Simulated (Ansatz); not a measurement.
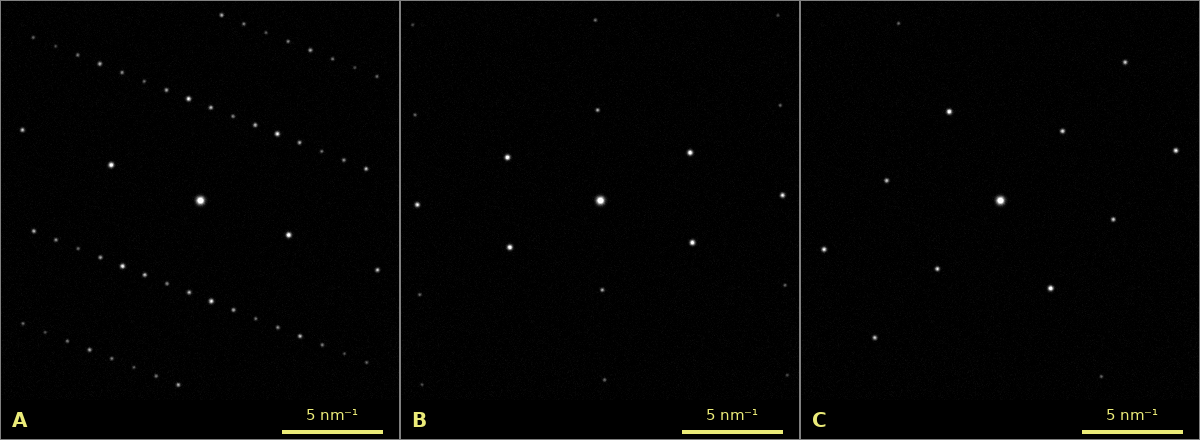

Simulated selected-area electron diffraction patterns (200 kV, kinematic approximation, thin crystal, B = 0.5 Å² for all atoms).

All three come from Cu, space group P6_3/mmc (No. 194), a = 2.567 Å, c = 8.385 Å (hexagonal axes). Structure: the end point of a relaxation with DFT, PBE, plane waves (420 eV) with PAW, scalar-relativistic (Ansatz 0.2.0); the starting structure was generated, so it need not be a known form of this composition.

```
Cu
1.0
     2.56747    0.00000    0.00000
    -1.28374    2.22350    0.00000
     0.00000    0.00000    8.38501
Cu
4
Direct
  0.00000 0.00000 0.00000
  0.00000 0.00000 0.50000
  0.33333 0.66667 0.25000
  0.66667 0.33333 0.75000
```

Q: Assign the zone axes [100], [201], [311] to A, B and C.

A: A is [100]: rectangular net of 0 0 1 (itself extinct) at d = 8.39 Å and 0 1 0 at d = 2.22 Å, at 90.0°. B is [201]: centred rectangular net of 0 1 0 at d = 2.22 Å and 1 0 -2 at d = 1.96 Å, at 63.8°. C is [311]: oblique net of 0 1 -1 at d = 2.15 Å and -1 1 2 at d = 1.96 Å, at 72.1°.
